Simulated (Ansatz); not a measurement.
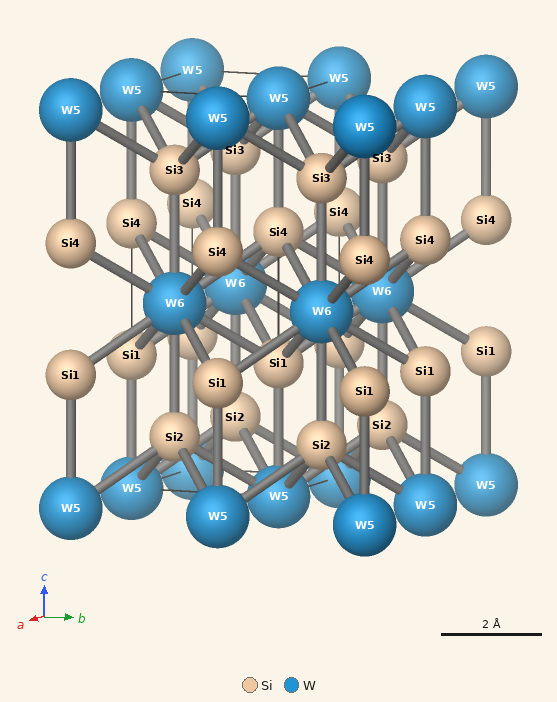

Fig. 1: The structure as given in the input (ball-and-stick view of the cell of the calculation, repeated 2 × 2 × 1, seen slightly off an axis; atoms are numbered from 1 in the order of the input). An atom can appear more than once, as a periodic image.

## Geometry relaxation of WSi₂

- system: WSi₂ (I4/mmm, 6 atoms in the cell)
- method: DFT PBE, scalar-relativistic, plane waves, PAW, no spin polarisation (Ansatz 0.2.0)

The structure derives from an entry of the Crystallography Open Database. It belongs to a series of runs on one base structure; here: uniaxial strain along c, a, b and atoms relaxed: +3.0 %. Figures and captions count atoms from 1; the log counts them from 0 in places.

What the program printed
```
Engine: ansatz 0.2.0, x86_64-unknown-linux-gnu
Pseudopotentials: kind: paw
Pseudopotential: Si, paw, valence charge 4, recommended cutoff 420 eV (normal), Si.paw.azcp
Pseudopotential: W, paw, valence charge 14, recommended cutoff 420 eV (normal), W.paw.azcp
Functional definition: PBE
  parameter kappa = 0.804
  parameter beta = 0.06672455060314922
  exchange = pbe_x(kappa = kappa, mu = beta*pi^2/3)
  correlation = pbe_c(beta = beta)
Crystal: 6 atoms, lattice volume = 83.221 Å³
Basis set: ecut = 420 eV, 1643 PW (Γ), exchange–correlation on 48×48×120 points (8 copies of the dense FFT grid, shifted against one another)
Bands: 28, of which v1, the nominal top of the filled ones, is band 22 counted from 1 (21 counted from 0)
Symmetry: 32 space group operations
Space group: I4/mmm (ITA 139), of the structure as read, at distance tolerance 4.4e-5 Å
k-points: 112 of 864
Non-local potential: Si, projectors of the file, l = 0: 2, l = 1: 2, l = 2: 2
Non-local potential: W, projectors of the file, l = 0: 3, l = 1: 2, l = 2: 2, l = 3: 1
PAW form: soft (Blöchl's): semilocal exchange-correlation on the pseudo side does not see the compensation charge
PAW one-centre angular grid: Si, 110 points (default); XC on 64 Gauss nodes
PAW one-centre angular grid: W, 590 points (default); XC on 64 Gauss nodes
Initial density: superposition of atomic densities (neutral atoms: chi_scale 0, normalization atom), corrected by the library's trained network
Initial wavefunctions: pseudopotential atomic-orbital guess
Functional: x = pbe(κ = 0.804, μ = 0.2195149727645171), c = pbe(β = 0.06672455060314922)
SCF iter   1: F=—  HF=-23314.817727 eV  |F-HF|=—  |Δ(HF+E_count)|=         —  Δρ=3.24e-3  dr2=4.19e-3  ethr=1.77e-3  ⟨swp⟩=6.4  Hψ=15127  notcnv=0
preconditioner: auto → Kerker (q_TF=auto, 2.453 Å⁻¹)  [metal: Δε(μ)=0.014 eV  Ē_g=7.413 eV  σ=0.100 eV  W_gap=0.08  n_scr=18 (ndim 8)  ℏωp=21.5 eV  f_vac=0.000  D(μ)=0.66/eV (n_scr^D=2)]
SCF iter   2: F=—  HF=-23314.818020 eV  |F-HF|=—  |Δ(HF+E_count)|=   2.93e-4  Δρ=1.86e-3  dr2=1.72e-3  ethr=9.52e-6  ⟨swp⟩=2.1  Hψ=5552  notcnv=0  defer=3
SCF iter   3: F=—  HF=-23314.818205 eV  |F-HF|=—  |Δ(HF+E_count)|=   1.85e-4  Δρ=2.88e-4  dr2=1.08e-4  ethr=3.91e-6  ⟨swp⟩=2.0  Hψ=4246  notcnv=0  defer=3
SCF iter   4: F=—  HF=-23314.818182 eV  |F-HF|=—  |Δ(HF+E_count)|=   2.35e-5  Δρ=1.06e-4  dr2=7.08e-6  ethr=2.46e-7  ⟨swp⟩=2.1  Hψ=4299  notcnv=0  defer=3
SCF iter   5: F=—  HF=-23314.818214 eV  |F-HF|=—  |Δ(HF+E_count)|=   3.20e-5  Δρ=2.06e-5  dr2=7.19e-7  ethr=1.61e-8  ⟨swp⟩=2.0  Hψ=4445  notcnv=0  defer=3
SCF iter   6: F=-23314.818214 eV  HF=-23314.818214 eV  |F-HF|=3.10e-8  |Δ(HF+E_count)|=   1.25e-7  Δρ=4.89e-6  dr2=4.02e-8  ethr=2.27e-10  ⟨swp⟩=8.2  Hψ=13395  notcnv=0
SCF 1 converged in 6 iterations: F = -23314.818214 eV  dr2 = 4.02e-8
  greatest PAW one-centre occupation: 1.000 electrons in one spin orbital (limit 2), on the W atom at site 5 (counted from 0), in its partial waves of l = 0
relax step   1: F+E_penalty+E_count = -23314.81821368 eV  Δ(F+E_penalty+E_count) = +0.000e0 eV  max|allowed force component| = 4.551e-2 eV/Å  Δτ_max = 0.0000 Å  P = -3.343 GPa  Ω = 83.221 Å³  fix = [c, alpha, beta, gamma]  reactions: c -12.486 GPa  (6 SCF iters, dr2 threshold 1.00e-7 eV, accepted)
Crystal: 6 atoms, lattice volume = 83.863 Å³
Initial density: handed on by an earlier stage of this run
Initial wavefunctions: those handed on with the density
iter 1 solved again at ethr=2.40e-7 eV; its pass at ethr=3.10e-3 eV (dr2=1.06e-4 eV) is discarded
SCF iter   1: F=—  HF=-23314.819309 eV  |F-HF|=—  |Δ(HF+E_count)|=         —  Δρ=4.19e-4  dr2=1.27e-4  ethr=2.40e-7  ⟨swp⟩=3.1  Hψ=17471  notcnv=0
preconditioner: auto → Kerker (q_TF=auto, 2.450 Å⁻¹)  [metal: Δε(μ)=0.013 eV  Ē_g=7.365 eV  σ=0.100 eV  W_gap=0.07  n_scr=18 (ndim 8)  ℏωp=21.5 eV  f_vac=0.000  D(μ)=0.66/eV (n_scr^D=2)]
SCF iter   2: F=—  HF=-23314.819310 eV  |F-HF|=—  |Δ(HF+E_count)|=   1.26e-6  Δρ=2.35e-4  dr2=3.81e-5  ethr=2.40e-7  ⟨swp⟩=1.0  Hψ=3192  notcnv=0
SCF iter   3: F=—  HF=-23314.819296 eV  |F-HF|=—  |Δ(HF+E_count)|=   1.35e-5  Δρ=3.35e-5  dr2=1.21e-6  ethr=8.67e-8  ⟨swp⟩=2.6  Hψ=5614  notcnv=0
SCF iter   4: F=-23314.819296 eV  HF=-23314.819296 eV  |F-HF|=2.68e-8  |Δ(HF+E_count)|=   2.44e-7  Δρ=8.88e-6  dr2=5.58e-8  ethr=1.36e-9  ⟨swp⟩=5.5  Hψ=12792  notcnv=0
SCF 2 converged in 4 iterations: F = -23314.819296 eV  dr2 = 5.58e-8
relax step   2: F+E_penalty+E_count = -23314.81929609 eV  Δ(F+E_penalty+E_count) = -1.082e-3 eV  max|allowed force component| = 1.896e-2 eV/Å  Δτ_max = 0.0026 Å  P = -4.830 GPa  Ω = 83.863 Å³  energy of the carried Pulay correction = -1.883e-4 eV  fix = [c, alpha, beta, gamma]  reactions: c -13.000 GPa  (4 SCF iters, dr2 threshold 6.00e-7 eV, accepted)
Crystal: 6 atoms, lattice volume = 83.634 Å³
iter 1 solved again at ethr=8.28e-8 eV; its pass at ethr=3.10e-3 eV (dr2=3.64e-5 eV) is discarded
SCF iter   1: F=—  HF=-23314.819907 eV  |F-HF|=—  |Δ(HF+E_count)|=         —  Δρ=1.69e-4  dr2=4.31e-5  ethr=8.28e-8  ⟨swp⟩=2.6  Hψ=15692  notcnv=0
preconditioner: auto → Kerker (q_TF=auto, 2.451 Å⁻¹)  [metal: Δε(μ)=0.014 eV  Ē_g=7.382 eV  σ=0.100 eV  W_gap=0.08  n_scr=18 (ndim 8)  ℏωp=21.5 eV  f_vac=0.000  D(μ)=0.67/eV (n_scr^D=2)]
SCF iter   2: F=—  HF=-23314.819931 eV  |F-HF|=—  |Δ(HF+E_count)|=   2.37e-5  Δρ=8.92e-5  dr2=1.11e-5  ethr=8.28e-8  ⟨swp⟩=2.0  Hψ=3875  notcnv=0
SCF iter   3: F=—  HF=-23314.819927 eV  |F-HF|=—  |Δ(HF+E_count)|=   3.82e-6  Δρ=1.91e-5  dr2=6.71e-7  ethr=2.53e-8  ⟨swp⟩=2.6  Hψ=4569  notcnv=0
SCF iter   4: F=-23314.819927 eV  HF=-23314.819927 eV  |F-HF|=6.10e-9  |Δ(HF+E_count)|=   1.90e-7  Δρ=4.14e-6  dr2=1.23e-8  ethr=1.36e-9  ⟨swp⟩=4.9  Hψ=11700  notcnv=0
SCF 3 converged in 4 iterations: F = -23314.819927 eV  dr2 = 1.23e-8
relax step   3: F+E_penalty+E_count = -23314.81992687 eV  Δ(F+E_penalty+E_count) = -6.308e-4 eV  max|allowed force component| = 1.120e-2 eV/Å  Δτ_max = 0.0001 Å  P = -4.284 GPa  Ω = 83.634 Å³  energy of the carried Pulay correction = -1.215e-4 eV  fix = [c, alpha, beta, gamma]  reactions: c -12.781 GPa  (4 SCF iters, dr2 threshold 6.00e-7 eV, accepted)
Crystal: 6 atoms, lattice volume = 83.625 Å³
iter 1 solved again at ethr=5.91e-9 eV; its pass at ethr=3.10e-3 eV (dr2=2.60e-6 eV) is discarded
SCF iter   1: F=—  HF=-23314.819911 eV  |F-HF|=—  |Δ(HF+E_count)|=         —  Δρ=3.59e-5  dr2=2.72e-6  ethr=5.91e-9  ⟨swp⟩=2.2  Hψ=14132  notcnv=0
preconditioner: auto → Kerker (q_TF=auto, 2.451 Å⁻¹)  [metal: Δε(μ)=0.014 eV  Ē_g=7.383 eV  σ=0.100 eV  W_gap=0.08  n_scr=18 (ndim 8)  ℏωp=21.5 eV  f_vac=0.000  D(μ)=0.67/eV (n_scr^D=2)]
SCF iter   2: F=—  HF=-23314.819943 eV  |F-HF|=—  |Δ(HF+E_count)|=   3.20e-5  Δρ=1.97e-5  dr2=7.86e-7  ethr=5.91e-9  ⟨swp⟩=1.9  Hψ=3915  notcnv=0
SCF iter   3: F=—  HF=-23314.819943 eV  |F-HF|=—  |Δ(HF+E_count)|=   2.24e-7  Δρ=4.52e-6  dr2=4.35e-8  ethr=1.79e-9  ⟨swp⟩=2.1  Hψ=4339  notcnv=0
SCF iter   4: F=-23314.819943 eV  HF=-23314.819943 eV  |F-HF|=2.91e-11  |Δ(HF+E_count)|=   1.19e-8  Δρ=8.40e-7  dr2=3.50e-10  ethr=1.78e-11  ⟨swp⟩=5.0  Hψ=10747  notcnv=0
SCF 4 converged in 4 iterations: F = -23314.819943 eV  dr2 = 3.50e-10
relax step   4: F+E_penalty+E_count = -23314.81994319 eV  Δ(F+E_penalty+E_count) = -1.632e-5 eV  max|allowed force component| = 3.957e-3 eV/Å  Δτ_max = 0.0004 Å  P = -4.251 GPa  Ω = 83.625 Å³  energy of the carried Pulay correction = -1.187e-4 eV  fix = [c, alpha, beta, gamma]  reactions: c -12.756 GPa  (4 SCF iters, dr2 threshold 7.83e-9 eV, accepted)
Initial wavefunctions: pseudopotential atomic-orbital guess (no wavefunctions were taken with the density)
iter 1 solved again at ethr=6.29e-8 eV; its pass at ethr=3.10e-3 eV (dr2=2.77e-5 eV) is discarded
SCF iter   1: F=—  HF=-23314.820037 eV  |F-HF|=—  |Δ(HF+E_count)|=         —  Δρ=2.84e-5  dr2=2.32e-8  ethr=6.29e-8  ⟨swp⟩=3.3  Hψ=23430  notcnv=0
SCF iter   2: F=—  HF=-23314.820072 eV  |F-HF|=—  |Δ(HF+E_count)|=   3.47e-5  Δρ=1.46e-5  dr2=6.34e-9  ethr=5.26e-11  ⟨swp⟩=2.9  Hψ=6006  notcnv=0
SCF iter   3: F=—  HF=-23314.820072 eV  |F-HF|=—  |Δ(HF+E_count)|=   2.86e-7  Δρ=1.11e-6  dr2=5.78e-10  ethr=1.44e-11  ⟨swp⟩=2.7  Hψ=5614  notcnv=0
SCF iter   4: F=—  HF=-23314.820072 eV  |F-HF|=—  |Δ(HF+E_count)|=  9.46e-10  Δρ=3.06e-7  dr2=4.30e-11  ethr=1.31e-12  ⟨swp⟩=2.3  Hψ=4143  notcnv=0
SCF iter   5: F=-23314.820072 eV  HF=-23314.820072 eV  |F-HF|=7.28e-12  |Δ(HF+E_count)|=  2.55e-11  Δρ=1.08e-7  dr2=5.27e-12  ethr=1.00e-12  ⟨swp⟩=6.1  Hψ=13194  notcnv=0
SCF 5 converged in 5 iterations: F = -23314.820072 eV  dr2 = 5.27e-12
relax step   5: F+E_penalty+E_count = -23314.82007198 eV  Δ(F+E_penalty+E_count) = -1.288e-4 eV  max|allowed force component| = 3.972e-3 eV/Å  Δτ_max = 0.0000 Å  P = -4.250 GPa  Ω = 83.625 Å³  fix = [c, alpha, beta, gamma]  reactions: c -12.757 GPa  stress off target by 3.71e-3 GPa on what of the cell is left free  SCF on the basis re-selected at this cell (its energy is not comparable with the rows above)  (5 SCF iters)
```

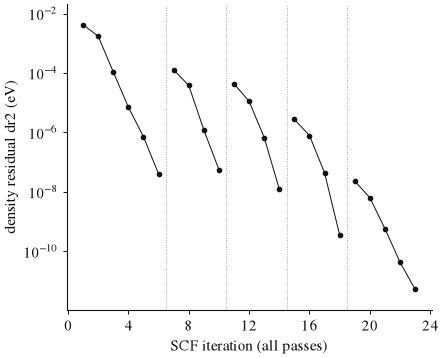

Fig. 2: Convergence of the self-consistent field: density residual dr2 against the SCF iteration. The dotted lines part the SCF passes of the relaxation: geometry steps, rejected trials and re-solves on a re-selected basis. The 5 passes take 4 to 6 iterations each, 23 in all.

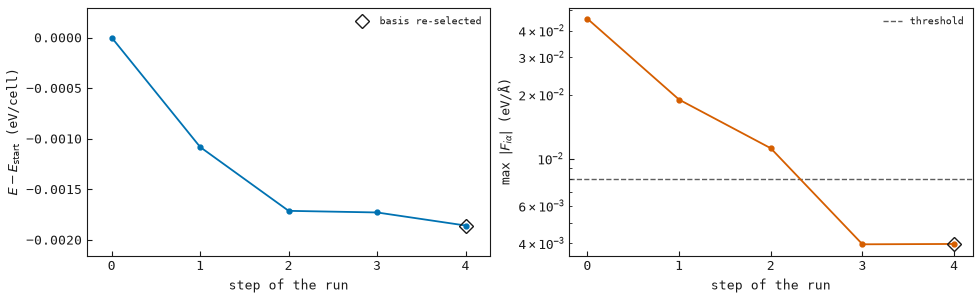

Fig. 3: Progress of the relaxation, step by step (the first geometry is step 0 here and step 1 in the log). No atom moves by more than 0.005 Å relative to the cell. Over 3 geometry steps the energy falls by 1.7 meV per cell of the calculation. Largest force component: 0.046 eV/Å at the start, 0.004 eV/Å at the end. Pressure: −3.34 GPa at the start and −4.25 GPa at the end. A last SCF at the same geometry on a re-selected plane-wave basis shifts the energy by −0.1 meV per cell of the calculation.

```
basis re-selected at this cell: Δ(F+E_penalty+E_count) = -1.288e-4 eV, ΔP = +0.001 GPa vs the last step (what re-selecting the basis moved, of the pressure what is left beyond the Pulay correction that the steps carried, after the strain that the cell walked since its last selection, with what the two solves' SCF thresholds leave and, on support functions, any second-order correction that the steps lacked; it is no measure of the basis error at this ecutwfc). This SCF's stress stands 3.71e-3 GPa from its target on what of the cell is left free (relax.cell.stress_tol is 1.50e-2 GPa) and its largest allowed force component is 3.97e-3 eV/Å (relax.f_tol is 8.00e-3 eV/Å): within both
SCF converged after 5 iterations
Free energy (F): -23314.820072 eV
Harris-Foulkes:  -23314.820072 eV  (|F-HF|=7.28e-12)
Internal energy: -23314.816736 eV  (E = F + TS)
E sigma→0 (E₀):  -23314.818404 eV
Entropy (-TS):   -0.003336 eV (-0.556 meV/atom)
Fermi energy:    16.203057 eV
--- Per-component energies (eV) ---
  E_band       = -184.996433
  E_kinetic    = 1076.281385
  E_local      = -1951.481839  (includes V_loc(G=0)·N_el)
  E_nonlocal   = 100.577296
  E_hartree    = 762.203331
  E_xc         = -761.499409
  E_vxc        = -674.079204  (∫ρ·V_xc dr)
  E_paw        = -19176.160084  (= ΣΔE_a)
  E_vpaw       = -260.700656  (= ΣTr[D̂ρ^β])
  E_aug_tail   = -0.000114  (compensation charges beyond the density's cutoff)
  E_ewald      = -3364.737304
  E_smearing   = -0.003336  (= −TS)
  E_closure    = -0.000000  (closes the sum)
  Σ components = -23314.820072   (vs F -23314.820072, Δ=0.00e0)
--- Forces (eV/Å), atoms counted from 1 ---
  atom   1  Si    -0.00000000    -0.00000000     0.00397156
  atom   2  Si    -0.00000000    -0.00000000    -0.00397156
  atom   3  Si    -0.00000000    -0.00000000     0.00397156
  atom   4  Si    -0.00000000    -0.00000000    -0.00397156
  atom   5  W      0.00000000     0.00000000     0.00000000
  atom   6  W      0.00000000     0.00000000     0.00000000
  max |Σ_I F_I| component: 1.21e-17 eV/Å
--- Stress (GPa, compression-positive) ---
        0.003707      -0.000000       0.000000
       -0.000000       0.003707       0.000000
        0.000000       0.000000     -12.756546
  P = ⅓ Tr σ = -4.2497 GPa (-42.497 kbar)
--- Band table (eV; the first three rows and the last of 112) ---
  k-point 0: bands = ["-57.7222", "-57.7221", "-22.0290", "-22.0171", "-21.9622", "-21.9622", "-21.9615", "-21.9615", "2.3223", "4.3612", "5.2768", "9.3862", "11.9180", "12.4729", "12.9003", "13.5455", "13.5455", "13.7299", "15.5333", "15.5333", "15.6121", "15.6121", "16.8990", "17.0335", "18.9095", "19.2198", "19.3335", "19.3335"]
  k-point 1: bands = ["-57.7222", "-57.7221", "-22.0282", "-22.0179", "-21.9622", "-21.9622", "-21.9615", "-21.9615", "2.3950", "3.9810", "5.7382", "9.0212", "12.2713", "12.4980", "12.8675", "13.6050", "13.6050", "13.7537", "14.9784", "14.9784", "16.2422", "16.2422", "16.9077", "17.0242", "18.3791", "18.9333", "19.0576", "19.0576"]
  k-point 2: bands = ["-57.7222", "-57.7221", "-22.0260", "-22.0200", "-21.9620", "-21.9620", "-21.9617", "-21.9617", "2.6106", "3.4318", "6.5282", "8.2549", "12.5690", "12.7814", "12.9560", "13.7527", "13.7824", "13.7824", "14.4761", "14.4761", "16.9317", "16.9647", "16.9647", "16.9990", "17.7320", "17.9811", "18.4425", "18.4425"]
  k-point 111: bands = ["-57.7074", "-57.7074", "-22.1449", "-22.1449", "-22.1449", "-22.1449", "-21.9764", "-21.9764", "6.9795", "6.9795", "9.6850", "9.6850", "9.7631", "9.7631", "9.7631", "9.7631", "13.0788", "13.0788", "13.6651", "13.6651", "13.6651", "13.6651", "15.9197", "15.9197", "19.1366", "19.1366", "19.8449", "19.8449"]
--- Relaxed structure (4 steps of the walk, 4 accepted, 1 SCFs on fresh bases) ---
  F+E_penalty+E_count = -23314.82007198 eV   max|allowed force component| = 3.972e-3 eV/Å   (the final SCF, on the basis selected at the relaxed cell)
  cell:  # Å, volume = 83.6249 Å³
    - [3.212545819471542, 1.570454088208658e-97, 0.0]
    - [1.570454088208658e-97, 3.212545819471542, 0.0]
    - [0.0, 0.0, 8.1028326541]
  atoms:
    - { symbol: Si, position: [-1.564989150274775e-37, -3.7168492319025912e-37, 0.33508733599270113] }
    - { symbol: Si, position: [0.5, 0.5, 0.16491266400729887] }
    - { symbol: Si, position: [0.5, 0.5, 0.8350873359927011] }
    - { symbol: Si, position: [-5.086214738393019e-37, 8.020569395158223e-37, 0.6649126640072989] }
    - { symbol: W, position: [4.303720163255632e-37, -3.716849231902591e-37, -2.0070799042176366e-20] }
    - { symbol: W, position: [0.5, 0.5, 0.5] }
```

Trajectory as extended XYZ (Å, eV, eV/Å), 5 frames, from step=1 to step=5
```
6
Lattice="3.2048 0.0000 0.0000 0.0000 3.2048 0.0000 0.0000 0.0000 8.1028" Properties=species:S:1:pos:R:3:forces:R:3 step=1 energy=-23314.81821 pressure_GPa=-3.34
Si    0.0000    0.0000    2.7121    0.0000   0.0000   0.0455
Si    1.6024    1.6024    1.3394    0.0000   0.0000  -0.0455
Si    1.6024    1.6024    6.7635    0.0000   0.0000   0.0455
Si    0.0000    0.0000    5.3908    0.0000   0.0000  -0.0455
W     0.0000    0.0000    0.0000    0.0000   0.0000   0.0000
W     1.6024    1.6024    4.0514    0.0000   0.0000   0.0000
6
Lattice="3.2171 0.0000 0.0000 0.0000 3.2171 0.0000 0.0000 0.0000 8.1028" Properties=species:S:1:pos:R:3:forces:R:3 step=2 energy=-23314.81930 pressure_GPa=-4.83
Si    0.0000    0.0000    2.7146    0.0000   0.0000   0.0190
Si    1.6086    1.6086    1.3368    0.0000   0.0000  -0.0190
Si    1.6086    1.6086    6.7661    0.0000   0.0000   0.0190
Si    0.0000    0.0000    5.3882    0.0000   0.0000  -0.0190
W     0.0000    0.0000    0.0000    0.0000   0.0000   0.0000
W     1.6086    1.6086    4.0514    0.0000   0.0000   0.0000
6
Lattice="3.2127 0.0000 0.0000 0.0000 3.2127 0.0000 0.0000 0.0000 8.1028" Properties=species:S:1:pos:R:3:forces:R:3 step=3 energy=-23314.81993 pressure_GPa=-4.28
Si    0.0000    0.0000    2.7147    0.0000   0.0000   0.0112
Si    1.6064    1.6064    1.3367    0.0000   0.0000  -0.0112
Si    1.6064    1.6064    6.7662    0.0000   0.0000   0.0112
Si    0.0000    0.0000    5.3881    0.0000   0.0000  -0.0112
W     0.0000    0.0000    0.0000    0.0000   0.0000   0.0000
W     1.6064    1.6064    4.0514    0.0000   0.0000   0.0000
6
Lattice="3.2125 0.0000 0.0000 0.0000 3.2125 0.0000 0.0000 0.0000 8.1028" Properties=species:S:1:pos:R:3:forces:R:3 step=4 energy=-23314.81994 pressure_GPa=-4.25
Si    0.0000    0.0000    2.7152    0.0000   0.0000   0.0040
Si    1.6063    1.6063    1.3363    0.0000   0.0000  -0.0040
Si    1.6063    1.6063    6.7666    0.0000   0.0000   0.0040
Si    0.0000    0.0000    5.3877    0.0000   0.0000  -0.0040
W     0.0000    0.0000    0.0000    0.0000   0.0000   0.0000
W     1.6063    1.6063    4.0514    0.0000   0.0000   0.0000
6
Lattice="3.2125 0.0000 0.0000 0.0000 3.2125 0.0000 0.0000 0.0000 8.1028" Properties=species:S:1:pos:R:3:forces:R:3 step=5 energy=-23314.82007 pressure_GPa=-4.25
Si    0.0000    0.0000    2.7152    0.0000   0.0000   0.0040
Si    1.6063    1.6063    1.3363    0.0000   0.0000  -0.0040
Si    1.6063    1.6063    6.7666    0.0000   0.0000   0.0040
Si    0.0000    0.0000    5.3877    0.0000   0.0000  -0.0040
W     0.0000    0.0000    0.0000    0.0000   0.0000   0.0000
W     1.6063    1.6063    4.0514    0.0000   0.0000   0.0000
```

The run was set up as follows.

The input
```yaml
crystal:
  lattice:
    - [3.2047778495, 0.0, 0.0]
    - [0.0, 3.2047778495, 0.0]
    - [0.0, 0.0, 8.1028326541]
  atoms:
    - { symbol: Si, position: [0.0, 0.0, 0.3347059157] }
    - { symbol: Si, position: [0.5, 0.5, 0.1652940843] }
    - { symbol: Si, position: [0.5, 0.5, 0.8347059157] }
    - { symbol: Si, position: [0.0, 0.0, 0.6652940843] }
    - { symbol: W, position: [0.0, 0.0, 0.0] }
    - { symbol: W, position: [0.5, 0.5, 0.5] }
basis:
  ecutwfc: 420
kpoints:
  mp_grid: { grid: [12, 12, 6] }
hamiltonian:
  xc: pbe
scf:
  occupations: { method: gaussian, width: 0.1 }
output:
  forces: true
  stress: true
  eigenvalues: true
relax:
  adjacent_minimum: "off"
  f_tol: 0.008
  max_steps: 40
  cell: { stress_tol: 0.015, fix: [c, angles] }
```

Run as:
```bash
ansatz run input.yaml --threads 1 --pin off --max-ram 2560MiB --backend cpu --events-out ev --progress --plain --runs-dir out
```

Key numbers

- outcome: converged
- space group (tolerance 0.01 Å): I4/mmm (139)
- electrons treated: 44
- free energy: −23314.8201 eV
- Fermi energy: 16.203 eV
- gap on the k-point mesh: none (metallic)
- pressure: −4.25 GPa
- final volume: 83.62 Å³
- largest force (length of the vector) at the end: 0.004 eV/Å
- final cell: a = 3.213 Å, b = 3.213 Å, c = 8.103 Å, α = 90.00°, β = 90.00°, γ = 90.00°
- hardware: 1 thread of AMD EPYC (Zen 5), 32 GiB of memory available, shared host
- wall time: 18 s
- peak memory: 0.52 GiB

Spin–orbit coupling is left out, which matters for W.
